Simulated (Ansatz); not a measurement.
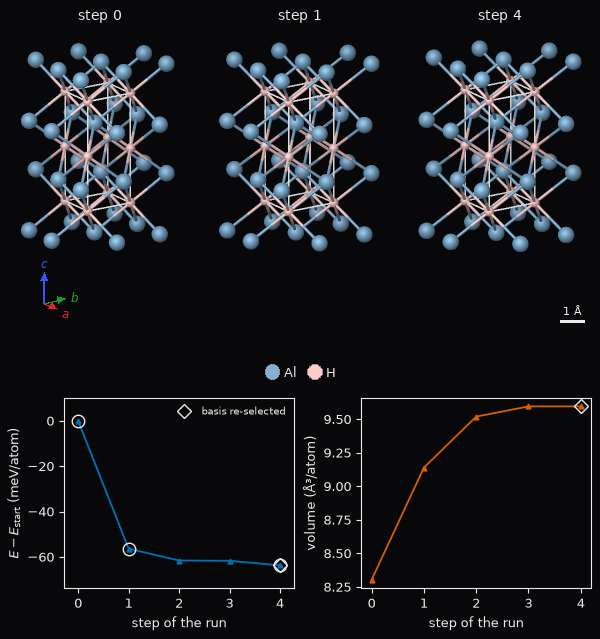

Frames of a relaxation of crystalline AlH (set up in P6_3/mmc) (coarse preliminary run), marked on the history of the run. A ball-and-stick model of the cell of the calculation, seen slightly off an axis.

Case: 2 H put on empty site 1 of 1 host cells, relaxed.

Method: Ansatz, DFT PBE, scalar-relativistic, plane waves, PAW.

The input:
```yaml
crystal:
  lattice:
    - [2.8401536752, 0.0, 0.0]
    - [-1.4200768376, 2.4596452334, 0.0]
    - [0.0, 0.0, 4.7543579465]
  atoms:
    - { symbol: Al, position: [0.6666666667, 0.3333333333, 0.75] }
    - { symbol: Al, position: [0.3333333333, 0.6666666667, 0.25] }
    - { symbol: H, position: [0.0, 0.0, 0.0] }
    - { symbol: H, position: [0.0, 0.0, 0.5] }
basis:
  ecutwfc: 420
kpoints:
  mp_grid: { grid: [6, 6, 4] }
hamiltonian:
  xc: pbe
scf:
  occupations: { method: gaussian, width: 0.1 }
output:
  forces: true
  stress: true
  eigenvalues: true
relax:
  adjacent_minimum: "off"
  f_tol: 0.0325
  max_steps: 70
  cell: { stress_tol: 0.24 }
```

Command:
```bash
ansatz run input.yaml --threads 2 --pin off --max-ram 5120MiB --backend cpu --events-out ev --progress --plain --runs-dir out
```

> What happens along the run?

The atoms keep their places relative to the cell (all moves are under 0.005 Å). The drawn cell changes as follows: a = b 2.840 → 3.032 Å (+6.8 %), c 4.754 → 4.820 Å (+1.4 %); the volume changes by +15.6 %. Some distances before and after: Al1–H3 2.025 → 2.125 Å. The space group stays P6_3/mmc (No. 194). Over 3 accepted moves (4 points after the start) the energy falls by 63.7 meV per atom. All forces vanish by symmetry, so only the cell relaxes. The pressure goes from 14.84 to 0.20 GPa. At 1 point the geometry stayed and the basis and grid were re-selected for the new cell (energy shift of 2.0 meV per atom at most each time). Cost: 2.2 s on 2 threads of Intel(R) Xeon(R) Platinum 8375C CPU @ 2.90GHz (Ice Lake), with other jobs on the host, peak memory 0.37 GiB. From step 0 to 1: volume +10.1 %, energy −56.4 meV per atom. From step 1 to 4: volume +5.0 %, energy −7.4 meV per atom.

```
step  E − E(0), meV/atom  pressure, GPa  volume, Å³/atom                      note
   0                0.00          14.84            8.303                          
   1              -56.36           4.16            9.139                          
   2              -61.58           0.66            9.520                          
   3              -61.70           0.05            9.596                          
   4              -63.72           0.20            9.596  same geometry, new basis
```
